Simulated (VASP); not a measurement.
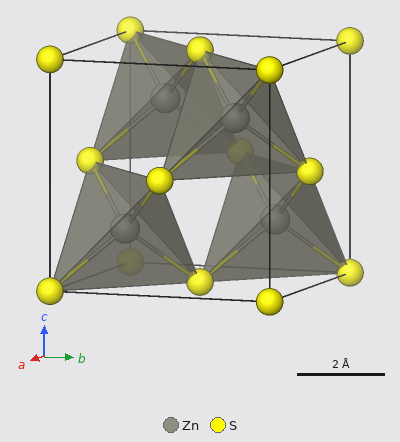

*The starting structure (polyhedral view of the cell 4 times as large as that of the calculation, set on its symmetry axes, seen slightly off an axis; polyhedra are completed across the faces of the cell).*

Geometry relaxation of ZnS (part 1 of 2)

- system: ZnS (F-43m, 2 atoms in the cell)
- method: Kohn-Sham DFT of a periodic cell, LDA, VASP PAW LDA potentials, recommended, no spin polarisation (VASP 6.6.1)

The structure derives from an entry of the Crystallography Open Database.

**OSZICAR**
```
N       E                     dE             d eps       ncg     rms          rms(c)
DAV:   1     0.866579750364E+02    0.86658E+02   -0.95995E+03  1222   0.180E+03
DAV:   2    -0.222192894867E+01   -0.88880E+02   -0.84941E+02  1325   0.305E+02
DAV:   3    -0.851931236484E+01   -0.62974E+01   -0.62539E+01  1502   0.746E+01
DAV:   4    -0.860290297698E+01   -0.83591E-01   -0.83547E-01  1392   0.909E+00
DAV:   5    -0.860401105378E+01   -0.11081E-02   -0.11080E-02  1487   0.104E+00    0.682E+00
DAV:   6    -0.820678306632E+01    0.39723E+00   -0.96429E-01  1802   0.377E+01    0.531E+00
DAV:   7    -0.818353545042E+01    0.23248E-01   -0.29835E-01  1282   0.586E+00    0.255E+00
DAV:   8    -0.817777299727E+01    0.57625E-02   -0.53278E-03  1491   0.857E-01    0.635E-01
DAV:   9    -0.817721371470E+01    0.55928E-03   -0.89971E-04  1410   0.325E-01    0.107E-01
DAV:  10    -0.817723490378E+01   -0.21189E-04   -0.92856E-05  1365   0.103E-01    0.544E-02
DAV:  11    -0.817723323204E+01    0.16717E-05   -0.95544E-06  1412   0.443E-02    0.620E-03
DAV:  12    -0.817723335165E+01   -0.11961E-06   -0.82353E-07   711   0.281E-02
   1 F= -.81772334E+01 E0= -.81772334E+01  d E =-.817723E+01
       N       E                     dE             d eps       ncg     rms          rms(c)
DAV:   1    -0.945556437088E+01   -0.12783E+01   -0.14411E+01  1462   0.855E+01    0.832E+00
DAV:   2    -0.837270639300E+01    0.10829E+01   -0.52839E+00  1417   0.829E+01    0.304E+00
DAV:   3    -0.824211471324E+01    0.13059E+00   -0.32501E-01  1462   0.150E+01    0.138E+00
DAV:   4    -0.821096598557E+01    0.31149E-01   -0.67170E-02  1467   0.321E+00    0.806E-01
DAV:   5    -0.820620819090E+01    0.47578E-02   -0.51746E-03  1923   0.192E+00    0.389E-01
DAV:   6    -0.820466124293E+01    0.15469E-02   -0.23514E-03  1823   0.824E-01    0.722E-02
DAV:   7    -0.820469255586E+01   -0.31313E-04   -0.37639E-04  1267   0.185E-01    0.343E-02
DAV:   8    -0.820469458178E+01   -0.20259E-05   -0.73753E-06  1848   0.750E-02    0.104E-02
DAV:   9    -0.820469412358E+01    0.45820E-06   -0.36960E-06  1102   0.557E-02
   2 F= -.82046941E+01 E0= -.82046941E+01  d E =-.274608E-01
       N       E                     dE             d eps       ncg     rms          rms(c)
DAV:   1    -0.828103603826E+01   -0.76341E-01   -0.92249E-01  1437   0.242E+01    0.192E+00
DAV:   2    -0.821834110459E+01    0.62695E-01   -0.21370E-01  1452   0.141E+01    0.752E-01
DAV:   3    -0.821085367571E+01    0.74874E-02   -0.85578E-03  1267   0.884E-01    0.348E-01
DAV:   4    -0.820895182323E+01    0.19019E-02   -0.79959E-04  1484   0.504E-01    0.146E-01
DAV:   5    -0.820866992656E+01    0.28190E-03   -0.25756E-04  1852   0.353E-01    0.301E-02
DAV:   6    -0.820867007602E+01   -0.14945E-06   -0.88169E-05  1272   0.128E-01    0.142E-02
DAV:   7    -0.820867051223E+01   -0.43621E-06   -0.44825E-06  1107   0.573E-02
   3 F= -.82086705E+01 E0= -.82086705E+01  d E =-.314372E-01
       N       E                     dE             d eps       ncg     rms          rms(c)
DAV:   1    -0.820899356016E+01   -0.32348E-03   -0.42667E-03  1462   0.160E+00    0.135E-01
DAV:   2    -0.820868831730E+01    0.30524E-03   -0.11081E-03  1462   0.110E+00    0.518E-02
DAV:   3    -0.820865279858E+01    0.35519E-04   -0.43013E-05  1373   0.843E-02    0.237E-02
DAV:   4    -0.820864358064E+01    0.92179E-05   -0.54104E-06  1417   0.429E-02    0.113E-02
DAV:   5    -0.820864207276E+01    0.15079E-05   -0.75887E-07   626   0.244E-02    0.254E-03
DAV:   6    -0.820864209089E+01   -0.18136E-07   -0.10226E-06   626   0.118E-02
   4 F= -.82086421E+01 E0= -.82086421E+01  d E =-.314087E-01
       N       E                     dE             d eps       ncg     rms          rms(c)
DAV:   1    -0.820940880967E+01   -0.76674E-03   -0.92982E-03  1442   0.237E+00    0.195E-01
DAV:   2    -0.820876901238E+01    0.63980E-03   -0.22990E-03  1457   0.156E+00    0.757E-02
DAV:   3    -0.820869392867E+01    0.75084E-04   -0.87632E-05  1336   0.114E-01    0.346E-02
DAV:   4    -0.820867429903E+01    0.19630E-04   -0.10762E-05  1485   0.605E-02    0.158E-02
DAV:   5    -0.820867122215E+01    0.30769E-05   -0.16484E-06   709   0.348E-02    0.353E-03
DAV:   6    -0.820867127756E+01   -0.55412E-07   -0.21698E-06   958   0.171E-02
   5 F= -.82086713E+01 E0= -.82086713E+01  d E =-.291867E-04
```

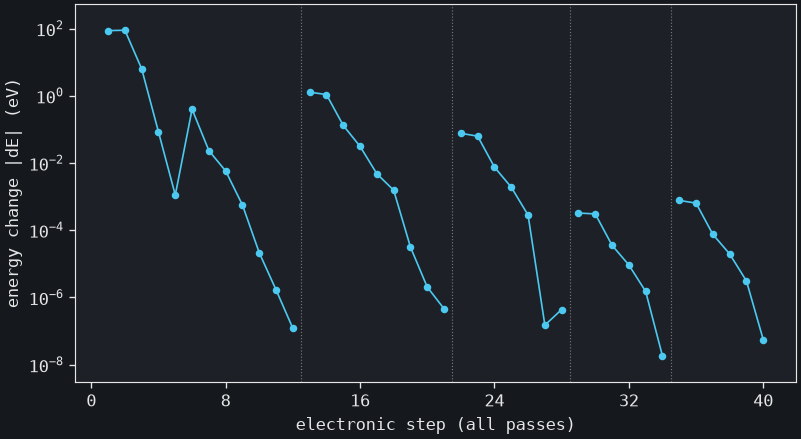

*Convergence of the self-consistent field: energy change |dE| against the electronic step. Each stretch between dotted lines is the SCF of one geometry step of a relaxation.*

The 5 ionic steps take 6 to 12 electronic steps each. The density is held fixed in the first few steps, and dE rises again when its update begins.

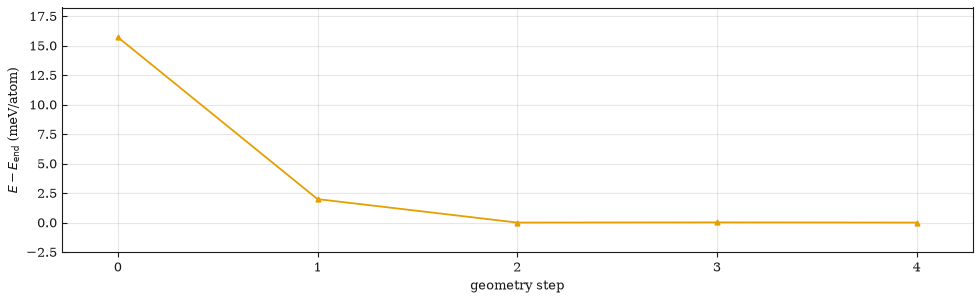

*Progress of the relaxation, step by step (steps are counted from 0).*

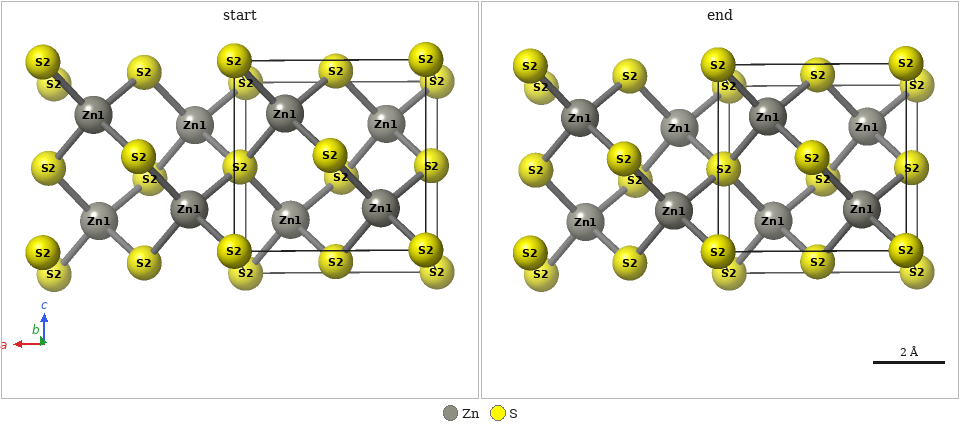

*Before (left) and after (right) the relaxation, at one scale (ball-and-stick view of the cell 4 times as large as that of the calculation, set on its symmetry axes, repeated 2 × 1 × 1, seen at an oblique angle).*

After 4 geometry steps the energy has fallen by 15.7 meV per atom. All forces vanish by symmetry, so only the cell relaxes. No atom moves by more than 0.005 Å relative to the cell. The volume changes by −5.5 %, with a = b = c 5.404 → 5.302 Å (−1.9 %). Among the contacts that change: Zn1–S2 2.340 → 2.296 Å. The space group stays F-43m (No. 216). (Atoms are counted from 1 in the order of the input.)

**Parts of OUTCAR**
```
PREC = Accurate
   ENCUT = 600
   EDIFF = 1E-6
   ISMEAR = 0
   LREAL = False
   LASPH = True
   NELM = 80
   ISIF = 3
   IBRION = 2
   NSW = 90
   EDIFFG = -0.01

 ion  position               nearest neighbor table
   1  0.250  0.250  0.250-   2 2.34   2 2.34   2 2.34   2 2.34
   2  0.000  0.000  0.000-   1 2.34   1 2.34   1 2.34   1 2.34

  LATTYP: Found a face centered cubic cell.
 ALAT       =     5.4040000000

  Lattice vectors:

 A1 = (   0.0000000000,   2.7020000000,   2.7020000000)
 A2 = (   2.7020000000,   0.0000000000,   2.7020000000)
 A3 = (   2.7020000000,   2.7020000000,   0.0000000000)

Analysis of symmetry for initial positions (statically):
=====================================================================
 Subroutine PRICEL returns:
 Original cell was already a primitive cell.

 Routine SETGRP: Setting up the symmetry group for a
 face centered cubic supercell.

 Subroutine GETGRP returns: Found 24 space group operations
 (whereof 24 operations were pure point group operations)
 out of a pool of 48 trial point group operations.

The static configuration has the point symmetry T_d .

Analysis of symmetry for dynamics (positions and initial velocities):
=====================================================================
 Subroutine PRICEL returns:
 Original cell was already a primitive cell.

 Routine SETGRP: Setting up the symmetry group for a
 face centered cubic supercell.

 Subroutine GETGRP returns: Found 24 space group operations
 (whereof 24 operations were pure point group operations)
 out of a pool of 48 trial point group operations.

The dynamic configuration has the point symmetry T_d .

 Subroutine INISYM returns: Found 24 space group operations
 (whereof 24 operations are pure point group operations),
 and found     1 'primitive' translations

----------------------------------------------------------------------------------------

                                     Primitive cell

  volume of cell :      39.4535

  direct lattice vectors                    reciprocal lattice vectors
     0.000000000  2.702000000  2.702000000    -0.185048113  0.185048113  0.185048113
     2.702000000  0.000000000  2.702000000     0.185048113 -0.185048113  0.185048113
     2.702000000  2.702000000  0.000000000     0.185048113  0.185048113 -0.185048113

  length of vectors
     3.821205046  3.821205046  3.821205046     0.320512733  0.320512733  0.320512733

  position of ions in fractional coordinates (direct lattice)
     0.250000000  0.250000000  0.250000000
     0.000000000  0.000000000  0.000000000

  ion indices of the primitive-cell ions
   primitive index   ion index
                 1           1
                 2           2

----------------------------------------------------------------------------------------

 KPOINTS: Automatic mesh

Automatic generation of k-mesh.
 Grid dimensions read from file:
 generate k-points for:   10   10   10

 Generating k-lattice:

  Cartesian coordinates                     Fractional coordinates (reciprocal lattice)
    -0.018504811  0.018504811  0.018504811     0.100000000  0.000000000  0.000000000
     0.018504811 -0.018504811  0.018504811     0.000000000  0.100000000  0.000000000
     0.018504811  0.018504811 -0.018504811     0.000000000  0.000000000  0.100000000

  Length of vectors
     0.032051273  0.032051273  0.032051273

  Shift w.r.t. Gamma in fractional coordinates (k-lattice)
     0.000000000  0.000000000  0.000000000

 Subroutine IBZKPT returns following result:
 ===========================================

 Found     47 irreducible k-points:

 Following reciprocal coordinates:
            Coordinates               Weight
  0.000000  0.000000  0.000000      1.000000
  0.100000  0.000000  0.000000      8.000000
  0.200000  0.000000  0.000000      8.000000
  0.300000  0.000000  0.000000      8.000000
  0.400000  0.000000  0.000000      8.000000
  0.500000  0.000000  0.000000      4.000000
  0.100000  0.100000  0.000000      6.000000
  0.200000  0.100000  0.000000     24.000000
  0.300000  0.100000  0.000000     24.000000
  0.400000  0.100000  0.000000     24.000000
  0.500000  0.100000  0.000000     24.000000
 -0.400000  0.100000  0.000000     24.000000
 -0.300000  0.100000  0.000000     24.000000
 -0.200000  0.100000  0.000000     24.000000
 -0.100000  0.100000  0.000000     12.000000
  0.200000  0.200000  0.000000      6.000000
  0.300000  0.200000  0.000000     24.000000
  0.400000  0.200000  0.000000     24.000000
  0.500000  0.200000  0.000000     24.000000
 -0.400000  0.200000  0.000000     24.000000
 -0.300000  0.200000  0.000000     24.000000
 -0.200000  0.200000  0.000000     12.000000
  0.300000  0.300000  0.000000      6.000000
  0.400000  0.300000  0.000000     24.000000
 [... further k-points ...]
   k-points           NKPTS =     47   k-points in BZ     NKDIM =     47   number of bands    NBANDS=     13
   number of dos      NEDOS =    301   number of ions     NIONS =      2
   total plane-waves  NPLWV =  32768
   dimension x,y,z NGX =    32 NGY =   32 NGZ =   32
   dimension x,y,z NGXF=    64 NGYF=   64 NGZF=   64
   ions per type =               1   1
   NGX,Y,Z   is equivalent  to a cutoff of  13.92, 13.92, 13.92 a.u.
   NGXF,Y,Z  is equivalent  to a cutoff of  27.84, 27.84, 27.84 a.u.
 SYSTEM =  unknown system
   PREC   = accura    normal or accurate (medium, high low for compatibility)
   ISTART =      0    job   : 0-new  1-cont  2-samecut
   ICHARG =      2    charge: 1-file 2-atom 10-const
   ISPIN  =      1    spin polarized calculation?
   LNONCOLLINEAR =      F non collinear calculations
   LSORBIT =      F    spin-orbit coupling
   LASPH  =      T    aspherical Exc in radial PAW
   ENCUT  =  600.0 eV  44.10 Ry    6.64 a.u.   7.63  7.63  7.63*2*pi/ulx,y,z
   NELM   =     80;   NELMIN=  2; NELMDL= -5     # of ELM steps
   EDIFF  = 0.1E-05   stopping-criterion for ELM
   LREAL  =      F    real-space projection
   EDIFFG = -.1E-01   stopping-criterion for IOM
   NSW    =     90    number of steps for IOM
   IBRION =      2    ionic relax: 0-MD 1-quasi-New 2-CG
   NFREE  =      1    steps in history (QN), initial steepest desc. (CG)
   ISIF   =      3    stress and relaxation
   ISYM   =      2    0-nonsym 1-usesym 2-fastsym
   POTIM  = 0.5000    time-step for ionic-motion
   TEBEG  =    0.0;   TEEND  =   0.0 temperature during run
   PSTRESS=    0.0 pullay stress
   NELECT =      18.0000    total number of electrons
   NUPDOWN=      -1.0000    fix difference up-down
   EMIN   =  10.00;   EMAX   =-10.00  energy-range for DOS
   EFERMI =   0.00;   METHOD = LEGACY
   ISMEAR =     0;   SIGMA  =   0.03  broadening in eV -4-tet -1-fermi 0-gaus
   EFERMI_NEDOS =   21; number of points for ismear=-14 and -15
   IALGO  =     38    algorithm
   IMIX   =      4    mixing-type and parameters
     AMIX     =   0.40;   BMIX     =  1.00
     AMIX_MAG =   1.60;   BMIX_MAG =  1.00
  volume/ion in A,a.u.               =      19.73       133.12
  Fermi-wavevector in a.u.,A,eV,Ry     =   1.260290  2.381602 21.610537  1.588330
  Thomas-Fermi vector in A             =   2.393807
   LORBIT       =      0    0 simple, 1 ext, 2 COOP (PROOUT), +10 PAW based schemes
   GGA     = CA    functional components
   LHFCALC =     F    Hartree Fock is set to
   AEXX    =    0.0000 exact exchange contribution
   IVDW    =     0    specifies the selected vdW correction
   LEPSILON=     F    determine dielectric tensor
   LRPA    =     F    only Hartree local field effects (RPA)
 conjugate gradient relaxation of ions
 non-spin polarized calculation
 Gauss-broadening in eV      SIGMA  =   0.03
  energy-cutoff  :      600.00
  volume of cell :       39.45
 maximum number of plane-waves:      1363
   NGX = 15   NGY = 15   NGZ = 15

--------------------------------------- Ionic step        1  -------------------------------------------

 number of electron      17.9999998 magnetization

 Free energy of the ion-electron system (eV)
  ---------------------------------------------------
  ext. energy  EPLUGINS =         0.00000000
  ---------------------------------------------------
  free energy    TOTEN  =        -8.17723335 eV

  energy without entropy =       -8.17723335  energy(sigma->0) =       -8.17723335

------------------------ aborting loop because EDIFF is reached ----------------------------------------

  FORCE on cell =-STRESS in cart. coord.  units (eV):
  Direction    XX          YY          ZZ          XY          YZ          ZX
  --------------------------------------------------------------------------------------
  -------------------------------------------------------------------------------------
  Total       -1.0510502     -1.0510502     -1.0510502     -0.0000000      0.0000000      0.0000000
  in kB      -42.6823197    -42.6823197    -42.6823197     -0.0000000      0.0000000      0.0000000
  external PRESSURE =     -42.6823197 kB  Pullay stress =       0.0000000 kB

 VOLUME and BASIS-vectors are now :
```
